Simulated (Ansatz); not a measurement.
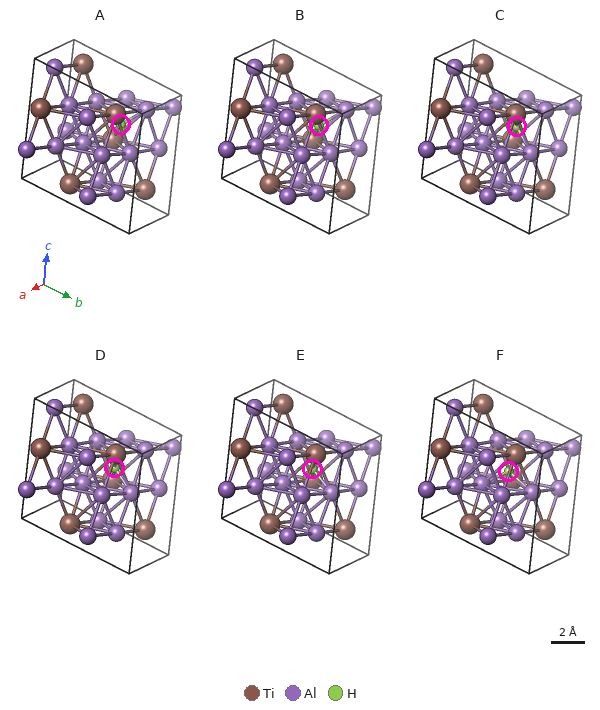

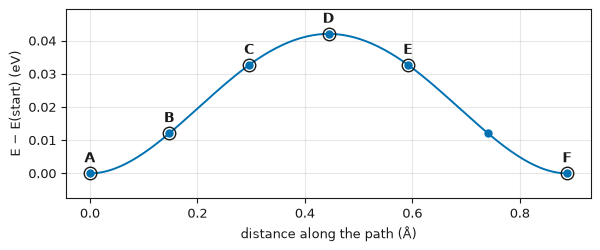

NEB run on a defect cell of composition Ti$_{5}$Al$_{15}$H (21 atoms in the cell). Images are numbered from 0 (start) to 6 (end). Frames A to F are images 0, 1, 2, 3, 4, 6. Style: ball-and-stick. Shown: the simulation cell (origin moved), slightly off an axis. The moving atom is ringed, with any periodic copies. Bonds to atoms that aren't drawn are left out.

All numbers below come from DFT PBE, scalar-relativistic, plane waves, PAW (Ansatz). Settings: plane-wave cutoff 420 eV; k-point mesh 4 × 4 × 4; Gaussian smearing 0.1 eV; 5 movable images; climbing image.

### Describe the mechanism and the energy profile.

The H atom travels furthest, 0.87 Å from end to end, along [0 −1 −1], on a straight line. At the highest image its nearest neighbour (Ti) is 1.90 Å away, against 1.88 Å at the start. The barrier is about 0.042 eV in both directions, with image 3 at the top; the ends have the same energy. The band is converged.

Limits of the set-up: the periodic images lie only 7.5 Å apart, so the values are limited by the cell's size.

Cost: 7.2 min on 4 threads of Arm Neoverse V1, on a shared host, peak memory 3.4 GiB.
